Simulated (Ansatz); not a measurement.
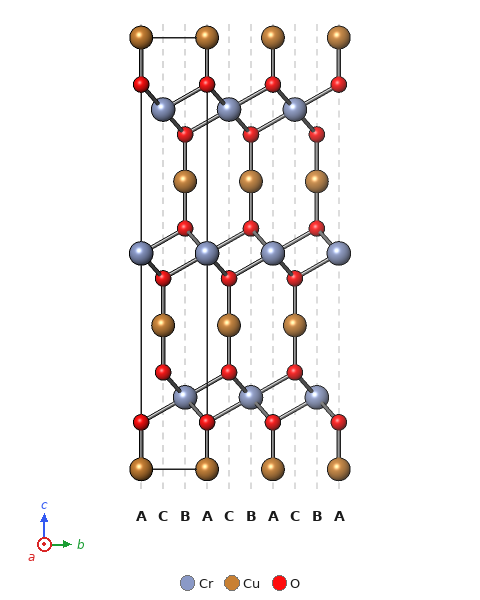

Projection along an edge of the hexagonal mesh, stacking direction c upwards. The dashed lines mark the three columns A (0, 0), B (1/3, 2/3) and C (2/3, 1/3). The sequence starts with the first layer at or above the cell's origin.

CrCuO₂. Coordinates: a calculation's input that goes back to an entry of the Crystallography Open Database (an earlier step may have relaxed or displaced it).

Q: Give the sequence of layers in one repeat, with element and column.

A: Cu(A) – O(A) – Cr(B) – O(C) – Cu(C) – O(C) – Cr(A) – O(B) – Cu(B) – O(B) – Cr(C) – O(A) (twelve layers in 17.24 Å).

Q: How are the O layers alone stacked?

A: O layers alone: ACCBBA, a sequence in which some neighbouring layers lie directly above each other.

Q: Which positions between or in the O layers do the other atoms fill?

A: Cr: three octahedral sites; Cu: three linear sites, counted in one hexagonal cell.

Heights of the layers:

```json
{"layer": "1", "atoms (column)": "Cu(A)", "height (Å)": "0.00", "to next (Å)": "1.88"}
{"layer": "2", "atoms (column)": "O(A)", "height (Å)": "1.88", "to next (Å)": "1.00"}
{"layer": "3", "atoms (column)": "Cr(B)", "height (Å)": "2.87", "to next (Å)": "1.00"}
{"layer": "4", "atoms (column)": "O(C)", "height (Å)": "3.87", "to next (Å)": "1.88"}
{"layer": "5", "atoms (column)": "Cu(C)", "height (Å)": "5.75", "to next (Å)": "1.88"}
{"layer": "6", "atoms (column)": "O(C)", "height (Å)": "7.62", "to next (Å)": "1.00"}
{"layer": "7", "atoms (column)": "Cr(A)", "height (Å)": "8.62", "to next (Å)": "1.00"}
{"layer": "8", "atoms (column)": "O(B)", "height (Å)": "9.62", "to next (Å)": "1.88"}
{"layer": "9", "atoms (column)": "Cu(B)", "height (Å)": "11.49", "to next (Å)": "1.88"}
{"layer": "10", "atoms (column)": "O(B)", "height (Å)": "13.37", "to next (Å)": "1.00"}
{"layer": "11", "atoms (column)": "Cr(C)", "height (Å)": "14.37", "to next (Å)": "1.00"}
{"layer": "12", "atoms (column)": "O(A)", "height (Å)": "15.37", "to next (Å)": "1.88"}
```
